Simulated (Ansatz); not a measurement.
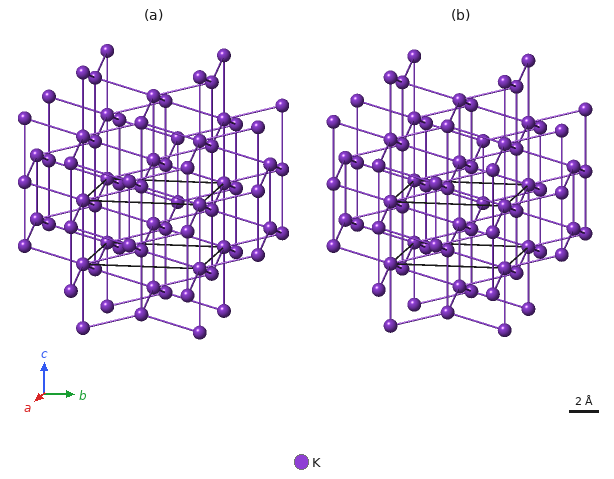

The structure of solid K (built on the beta-tin_141 type) before (left) and after (right) a relaxation, at one scale.

A ball-and-stick model of the conventional cell (2 times the calculation's cell), repeated 1 × 1 × 2 with one cell outlined, seen slightly off an axis. Lengths and directions refer to the drawn axes.

Case: beta-tin type (I4_1/amd, No. 141).

The calculation used Ansatz 0.2.0, DFT PBEsol, scalar-relativistic, plane waves, PAW. Settings: plane-wave cutoff 420 eV; k-point mesh 14 × 14 × 14; occupations gaussian; smearing width 0.1 eV; no spin polarisation; cell and atoms relaxed; force threshold 0.01 eV/Å; at most 80 steps.

Question: Describe what moved and what it gained.

Answer: The atoms keep their places relative to the cell (all moves are under 0.005 Å). Cell: a = b 8.321 → 8.138 Å (−2.2 %), c 4.539 → 4.412 Å (−2.8 %). Volume −7.0 %. Near-neighbour distances that change, for instance: K–K 4.539 → 4.412 Å, K–K 4.312 → 4.216 Å. The space group stays I4_1/amd (No. 141). After 2 accepted moves (3 points after the start) the energy has fallen by 3.2 meV per atom. All forces vanish by symmetry, so only the cell relaxes. The pressure goes from −0.19 to 0.02 GPa. The SCF was repeated once at an unchanged geometry on a basis and grid sized afresh for the cell, which shifted the energy by less than 0.05 meV per atom at most.
